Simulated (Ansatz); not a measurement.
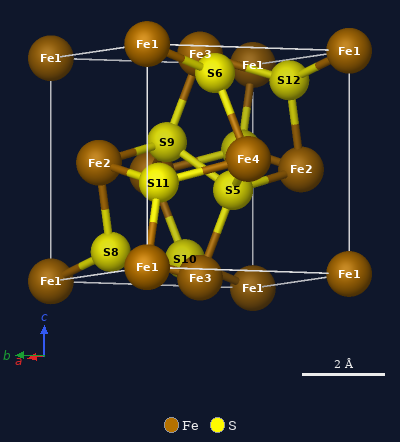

Fig. 1: The structure (ball-and-stick view of the cell of the calculation, seen at an oblique angle; atoms are numbered from 1 in the order of the input).

**Two runs on FeS$_{2}$**

System: FeS$_{2}$ (Pa-3, 12 atoms in the cell).
Method of run A: DFT PBE+U, scalar-relativistic, plane waves, PAW, Ueff = 4 eV on Fe d, spin-polarised (Ansatz 0.2.0).

The structure derives from an entry of the Crystallography Open Database. Text and figures count atoms from 1; the logs count them from 0 in places.

**The input, run A**
```yaml
crystal:
  lattice:
    - [5.5065395093, 0.0, 0.0]
    - [0.0, 5.5065395093, 0.0]
    - [0.0, 0.0, 5.5065395093]
  atoms:
    - { symbol: Fe, position: [0.0, 0.0, 0.0], spin: 4.0 }
    - { symbol: Fe, position: [0.5, 0.0, 0.5], spin: 4.0 }
    - { symbol: Fe, position: [0.5, 0.5, 0.0], spin: 4.0 }
    - { symbol: Fe, position: [0.0, 0.5, 0.5], spin: -4.0 }
    - { symbol: S, position: [0.3890942243, 0.3890942243, 0.3890942243] }
    - { symbol: S, position: [0.1109057757, 0.6109057757, 0.8890942243] }
    - { symbol: S, position: [0.8890942243, 0.1109057757, 0.6109057757] }
    - { symbol: S, position: [0.6109057757, 0.8890942243, 0.1109057757] }
    - { symbol: S, position: [0.6109057757, 0.6109057757, 0.6109057757] }
    - { symbol: S, position: [0.8890942243, 0.3890942243, 0.1109057757] }
    - { symbol: S, position: [0.1109057757, 0.8890942243, 0.3890942243] }
    - { symbol: S, position: [0.3890942243, 0.1109057757, 0.8890942243] }
basis:
  ecutwfc: 420
  ecutrho_ratio: 4
kpoints:
  mp_grid: { grid: [4, 4, 4] }
hamiltonian:
  xc: pbe
  hubbard: { sites: [{ species: Fe, l: d, u_eff: 4.0 }] }
scf:
  occupations: { method: gaussian, width: 0.05 }
  lower_state_search: "off"
output:
  forces: true
  stress: true
  eigenvalues: true
  populations: true
  hubbard: { sites: [{ species: Fe, l: d }] }
magnetization:
  spin_polarized: true
checkpoint:
  read: start.run
  write: ck
  compress: false
  write_wavefunctions: false
  write_every: 100000
```

Launched with:
```bash
ansatz run input.yaml --threads 4 --pin off --max-ram 10240MiB --backend cpu --events-out ev --progress --plain --runs-dir out
```

Hardware: 4 threads of AMD EPYC (Zen 5), 64 GiB of memory available, shared host.

**Output, shortened to warnings, some set-up lines, iterations and results (run A)**
```
WARN: the starting moments were not kept: the SCF closed with an absolute magnetisation of 2.9e-5 μB, where they sum to 16 μB in size (4 sites). That is at most 0.1 of that sum. Measured as dr2_m measures the in/out step, that magnetisation stands 1.7e-10 eV from none, at or under the dr2_threshold of 1.0e-7 eV: it is no larger than a step whose dr2_m would equal this threshold. The system may …
Basis set: ecut = 420 eV, 3239 PW (Γ), exchange–correlation on 80×80×80 points (8 copies of the dense FFT grid, shifted against one another)
Symmetry: 6 space group operations
k-points: 14 of 64
Initial density: read from a saved state, or passed on in memory by an earlier SCF of this step, an earlier step, the calling program or the single point that the run made first
[...]
SCF iter   1: F=—  HF=-25132.851516 eV  |F-HF|=—  |Δ(HF+E_count)|=         —  Δρ=9.44e-5 (↑9.44e-5 ↓9.44e-5)  dr2=4.58e-5  dr2_m=3.21e-12  M=0.000 μB ∫|m|=0.000 μB  β_m=0.30  …
SCF iter   2: F=—  HF=-25132.851510 eV  |F-HF|=—  |Δ(HF+E_count)|=   5.58e-6  Δρ=5.64e-5 (↑5.64e-5 ↓5.64e-5)  dr2=7.24e-6  dr2_m=1.06e-12  M=0.000 μB ∫|m|=0.000 μB  β_m=0.34  …
SCF iter   3: F=—  HF=-25132.851512 eV  |F-HF|=—  |Δ(HF+E_count)|=   2.30e-6  Δρ=4.24e-5 (↑4.24e-5 ↓4.24e-5)  dr2=4.45e-6  dr2_m=6.26e-13  M=0.000 μB ∫|m|=0.000 μB  β_m=0.53  …
SCF iter   4: F=—  HF=-25132.851519 eV  |F-HF|=—  |Δ(HF+E_count)|=   6.21e-6  Δρ=1.72e-5 (↑1.72e-5 ↓1.72e-5)  dr2=1.20e-6  dr2_m=3.18e-13  M=0.000 μB ∫|m|=0.000 μB  β_m=0.74  …
SCF iter   5: F=—  HF=-25132.851519 eV  |F-HF|=—  |Δ(HF+E_count)|=   7.12e-7  Δρ=7.85e-6 (↑7.85e-6 ↓7.85e-6)  dr2=2.90e-7  dr2_m=3.15e-13  M=0.000 μB ∫|m|=0.000 μB  β_m=0.87  …
SCF iter   6: F=-25132.851519 eV  HF=-25132.851519 eV  |F-HF|=4.98e-8  |Δ(HF+E_count)|=   1.92e-8  Δρ=3.00e-6 (↑3.00e-6 ↓2.99e-6)  dr2=5.22e-8  dr2_m=2.60e-13  M=0.000 μB …
SCF 1 converged in 6 iterations: F = -25132.851519 eV  dr2 = 5.22e-8
SCF converged after 6 iterations
Magnetization: 0.0000 μB (56.0000 up, 56.0000 down)
Absolute magnetization: 0.0000 μB (∫|ρ↑−ρ↓|, with the PAW one-centre terms)
Spin contamination: 0.0000 ħ² per cell (⟨S²⟩ above its minimum at these occupations)
Per-site moments (μB) at R_I (Å): [(-3.5197010191856365e-7, 0.9529108182141607), (-3.5197010214987596e-7, 0.9529108182141609), (-3.5197010208318594e-7, 0.9529108182141609), (1.111651010693965e-6, 0.9529108182141609), (-5.4614869854494114e-8, 0.8726648818593551), (-5.461486971764901e-8, …
Free energy (F): -25132.851519 eV
Harris-Foulkes:  -25132.851519 eV  (|F-HF|=4.98e-8)
Internal energy: -25132.851519 eV  (E = F + TS)
E sigma→0 (E₀):  -25132.851519 eV
Fermi energy:    11.936205 eV
--- Per-component energies (eV) ---
  E_band       = -1026.562428
  E_kinetic    = 2280.947921
  E_local      = -12206.797640  (includes V_loc(G=0)·N_el)
  E_nonlocal   = 1099.013304
  E_hartree    = 5191.790576
  E_xc         = -1255.404057
  E_vxc        = -1317.022611  (∫ρ·V_xc dr)
  E_hubbard    = 9.725919  (on-site DFT+U / exact-exchange correction)
  E_vhub       = -36.175271  (the Hubbard potential's part of the band-sum identity)
  E_paw        = -10265.298678  (= ΣΔE_a)
  E_vpaw       = -1230.097238  (= ΣTr[D̂ρ^β])
  E_aug_tail   = 0.003794  (compensation charges beyond the density's cutoff)
  E_ewald      = -9986.832659
  E_smearing   = -0.000000  (= −TS)
  E_closure    = -0.000000  (closes the sum)
  Σ components = -25132.851519   (vs F -25132.851519, Δ=0.00e0)
--- Forces (eV/Å), atoms counted from 1 ---
  atom   1  Fe     0.00000000    -0.00000000    -0.00000000
  atom   2  Fe     0.00000000     0.00000000    -0.00000000
  atom   3  Fe     0.00000000     0.00000000     0.00000000
  atom   4  Fe    -0.00000000    -0.00000000     0.00000000
  atom   5  S     -0.00005403    -0.00005869    -0.00006311
  atom   6  S      0.00005869     0.00006311    -0.00005403
  atom   7  S     -0.00006311     0.00005403     0.00005869
  atom   8  S      0.00005686    -0.00005686     0.00005686
  atom   9  S      0.00005403     0.00005869     0.00006311
  atom  10  S     -0.00005869    -0.00006311     0.00005403
  atom  11  S      0.00006311    -0.00005403    -0.00005869
  atom  12  S     -0.00005686     0.00005686    -0.00005686
  max |Σ_I F_I| component: 4.65e-18 eV/Å
--- Stress (GPa, compression-positive) ---
       -0.003506      -0.000018       0.000018
[...]
```

Run B used a changed input.

**The two runs side by side**

```tsv
quantity	run A	run B
outcome	converged	converged
free energy per atom (eV)	−2094.4043	−2094.2832
gap on the mesh (eV)	2.05	0.00
net moment of the cell (μB)	0.00	0.00
absolute moment of the cell (μB)	0.00	13.58
pressure (GPa)	0.00	25.69
largest force (eV/Å)	0.000	0.912
irreducible k-points	14	30
plane waves at Γ	3239	3239
wall time (shared host)	2.7 s	10 s
```

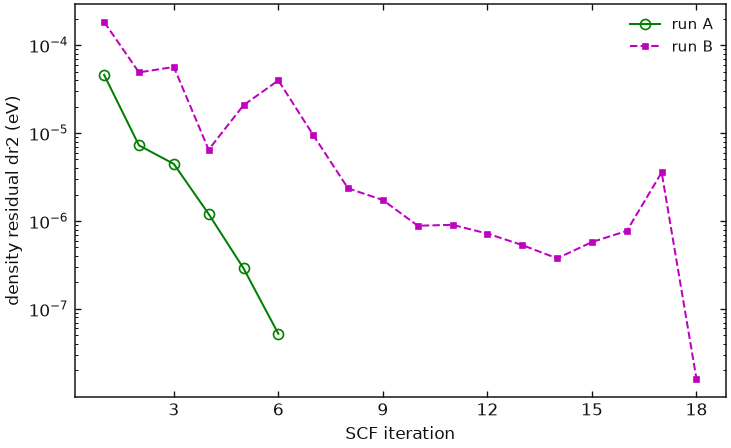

Fig. 2: Convergence of the two runs: density residual dr2 against the SCF iteration. Run A takes 6 iterations in all, and run B takes 18.

Which change of the input explains these differences?

The change (lines with − go, lines with + come):
```diff
-    - { symbol: Fe, position: [0.5, 0.5, 0.0], spin: 4.0 }
+    - { symbol: Fe, position: [0.5, 0.5, 0.0], spin: -4.0 }
```

With the same functional and potentials, run B lies 121.1 meV per atom higher. The gap of 2.05 eV on the mesh closes. The pressure goes from 0.00 to 25.69 GPa. The largest force goes from 0.000 to 0.912 eV/Å. The irreducible k-points go from 14 to 30. On the same kind of shared host run B took about 3.9 times as long.

**Output, shortened to warnings, some set-up lines, iterations and results (run B)**
```
Basis set: ecut = 420 eV, 3239 PW (Γ), exchange–correlation on 80×80×80 points (8 copies of the dense FFT grid, shifted against one another)
Symmetry: 4 space group operations
k-points: 30 of 64
Initial density: read from a saved state, or passed on in memory by an earlier SCF of this step, an earlier step, the calling program or the single point that the run made first
[...]
SCF iter   1: F=—  HF=-25131.397654 eV  |F-HF|=—  |Δ(HF+E_count)|=         —  Δρ=3.02e-4 (↑3.01e-4 ↓3.02e-4)  dr2=1.83e-4  dr2_m=6.58e-5  M=-0.000 μB ∫|m|=13.563 μB  β_m=0.30 …
SCF iter   2: F=—  HF=-25131.397716 eV  |F-HF|=—  |Δ(HF+E_count)|=   6.26e-5  Δρ=2.20e-4 (↑2.20e-4 ↓2.20e-4)  dr2=4.89e-5  dr2_m=4.31e-5  M=-0.000 μB ∫|m|=13.565 μB  β_m=0.57 …
SCF iter   3: F=—  HF=-25131.397848 eV  |F-HF|=—  |Δ(HF+E_count)|=   1.32e-4  Δρ=1.44e-4 (↑1.43e-4 ↓1.44e-4)  dr2=5.63e-5  dr2_m=1.12e-5  M=0.000 μB ∫|m|=13.567 μB  β_m=0.62  …
SCF iter   4: F=—  HF=-25131.397904 eV  |F-HF|=—  |Δ(HF+E_count)|=   5.64e-5  Δρ=7.30e-5 (↑7.30e-5 ↓7.04e-5)  dr2=6.46e-6  dr2_m=3.89e-6  M=-0.000 μB ∫|m|=13.571 μB  β_m=0.81 …
SCF iter   5: F=—  HF=-25131.397957 eV  |F-HF|=—  |Δ(HF+E_count)|=   5.26e-5  Δρ=8.34e-5 (↑8.34e-5 ↓7.80e-5)  dr2=2.07e-5  dr2_m=3.20e-6  M=0.000 μB ∫|m|=13.571 μB  β_m=0.91  …
[... 9 lines ...]
SCF iter  15: F=—  HF=-25131.398317 eV  |F-HF|=—  |Δ(HF+E_count)|=   2.51e-5  Δρ=1.77e-5 (↑1.77e-5 ↓1.64e-5)  dr2=5.76e-7  dr2_m=1.77e-7  M=0.000 μB ∫|m|=13.568 μB  β_m=1.00  …
SCF iter  16: F=—  HF=-25131.398325 eV  |F-HF|=—  |Δ(HF+E_count)|=   8.08e-6  Δρ=1.41e-5 (↑1.24e-5 ↓1.41e-5)  dr2=7.71e-7  dr2_m=5.68e-8  M=-0.000 μB ∫|m|=13.568 μB  β_m=1.00 …
SCF iter  17: F=—  HF=-25131.398326 eV  |F-HF|=—  |Δ(HF+E_count)|=   8.95e-7  Δρ=2.41e-5 (↑2.41e-5 ↓2.33e-5)  dr2=3.56e-6  dr2_m=3.80e-8  M=0.000 μB ∫|m|=13.568 μB  β_m=0.75  …
SCF iter  18: F=-25131.398326 eV  HF=-25131.398326 eV  |F-HF|=9.55e-9  |Δ(HF+E_count)|=   3.27e-7  Δρ=2.70e-6 (↑2.70e-6 ↓2.70e-6)  dr2=1.60e-8  dr2_m=3.54e-9  M=-0.000 μB …
SCF 1 converged in 18 iterations: F = -25131.398326 eV  dr2 = 1.60e-8
SCF converged after 18 iterations
Magnetization: -0.0000 μB (56.0000 up, 56.0000 down)
Absolute magnetization: 13.5799 μB (∫|ρ↑−ρ↓|, with the PAW one-centre terms)
Spin contamination: 7.2154 ħ² per cell (⟨S²⟩ above its minimum at these occupations)
Per-site moments (μB) at R_I (Å): [(3.0562556645770025, 0.9529108182141607), (3.056255664577001, 0.9529108182141609), (-3.056263061897186, 0.9529108182141609), (-3.056263061897186, 0.9529108182141609), (-0.00817803491289083, 0.8726648818593551), (-0.008178034912890536, 0.8726648818593549), …
Free energy (F): -25131.398326 eV
Harris-Foulkes:  -25131.398326 eV  (|F-HF|=9.55e-9)
Internal energy: -25131.396902 eV  (E = F + TS)
E sigma→0 (E₀):  -25131.397614 eV
Entropy (-TS):   -0.001424 eV (-0.119 meV/atom)
Fermi energy:    13.174192 eV
--- Per-component energies (eV) ---
  E_band       = -1058.412103
  E_kinetic    = 2271.643991
  E_local      = -12186.454594  (includes V_loc(G=0)·N_el)
  E_nonlocal   = 1135.993320
  E_hartree    = 5164.627011
  E_xc         = -1254.998030
  E_vxc        = -1316.072877  (∫ρ·V_xc dr)
  E_hubbard    = 6.191962  (on-site DFT+U / exact-exchange correction)
  E_vhub       = -39.933308  (the Hubbard potential's part of the band-sum identity)
  E_paw        = -10281.571704  (= ΣΔE_a)
  E_vpaw       = -1252.848725  (= ΣTr[D̂ρ^β])
  E_aug_tail   = 0.003800  (compensation charges beyond the density's cutoff)
  E_ewald      = -9986.832659
  E_smearing   = -0.001424  (= −TS)
  E_closure    = -0.000000  (closes the sum)
  Σ components = -25131.398326   (vs F -25131.398326, Δ=0.00e0)
--- Forces (eV/Å), atoms counted from 1 ---
  atom   1  Fe     0.00000000     0.00000000    -0.00000000
  atom   2  Fe     0.00000000     0.00000000     0.00000000
  atom   3  Fe     0.00000000    -0.00000000    -0.00000000
  atom   4  Fe    -0.00000000    -0.00000000     0.00000000
  atom   5  S      0.38175771     0.71842014     0.41323597
  atom   6  S     -0.38175771    -0.71842014     0.41323597
  atom   7  S      0.38176826    -0.71843346    -0.41322641
  atom   8  S     -0.38176826     0.71843346    -0.41322641
  atom   9  S     -0.38175771    -0.71842014    -0.41323597
  atom  10  S      0.38175771     0.71842014    -0.41323597
  atom  11  S     -0.38176826     0.71843346     0.41322641
  atom  12  S      0.38176826    -0.71843346     0.41322641
  max |Σ_I F_I| component: 5.55e-17 eV/Å
--- Stress (GPa, compression-positive) ---
       26.414854       0.000067       0.000000
[...]
```

For run A: Warnings: some starting moments were not kept. For run B: The cell is under a pressure of 26 GPa at this level, so it is not at its equilibrium volume.
